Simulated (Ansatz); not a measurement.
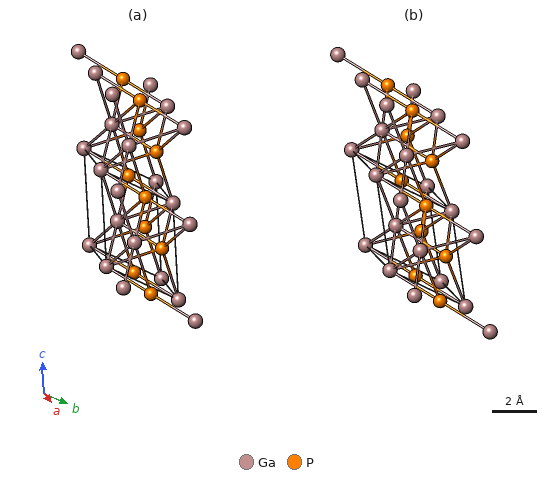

The structure of a crystal of GaP (a generated structure, set up in I4_1/amd) before (left) and after (right) a relaxation, at one scale.

A ball-and-stick model of the cell of the calculation, repeated 2 × 1 × 2 with one cell outlined, seen slightly off an axis.

The calculation used Ansatz 0.2.0, DFT PBE, scalar-relativistic, plane waves, PAW.

Input
```yaml
crystal:
  lattice:
    - [-2.6030998671, 2.6030998671, 2.5463796619]
    - [2.6030998671, -2.6030998671, 2.5463796619]
    - [2.6030998671, 2.6030998671, -2.5463796619]
  atoms:
    - { symbol: Ga, position: [0.75, 0.25, 0.5] }
    - { symbol: Ga, position: [0.0, 0.0, 0.0] }
    - { symbol: P, position: [0.5, 0.5, 0.0] }
    - { symbol: P, position: [0.25, 0.75, 0.5] }
basis:
  ecutwfc: 420
kpoints:
  mp_grid: { grid: [12, 12, 12] }
hamiltonian:
  xc: pbe
scf:
  occupations: { method: gaussian, width: 0.1 }
output:
  forces: true
  stress: true
  eigenvalues: true
  write_density: true
  write_potential: true
  elf: true
  volumetric_format: npy
relax:
  adjacent_minimum: "off"
  f_tol: 0.01
  max_steps: 80
  cell: { stress_tol: 0.05 }
```

Run as
```bash
ansatz run input.yaml --threads 1 --pin off --max-ram 2560MiB --backend cpu --events-out ev --progress --plain --runs-dir out
```

Describe what moved and what it gained.

Answer. Over 9 accepted moves (11 points after the start) the energy falls by 23.9 meV per atom. All forces vanish by symmetry, so only the cell relaxes. The pressure goes from 0.25 to 0.00 GPa. At 2 points the geometry stayed and the basis and grid were re-selected for the new cell (energy shift of 0.6 meV per atom at most each time). The atoms keep their places relative to the cell (all moves are under 0.005 Å). The volume changes by −2.8 %, with a = b = c 4.476 → 4.463 Å (−0.3 %), α 108.9° → 114.4°, β 108.9° → 114.4°, γ 110.7° → 100.1°. Near-neighbour distances that change, for instance: Ga1–P4 2.546 → 2.866 Å, Ga1–P3 2.898 → 2.812 Å, Ga1–Ga2 2.898 → 2.812 Å. Bond angles that change, for instance: Ga2–Ga1–Ga2 127.9° → 118.7°, Ga2–Ga1–P4 116.1° → 120.6°, Ga2–Ga1–P4 63.9° → 59.4°. The space group stays I4_1/amd (No. 141).
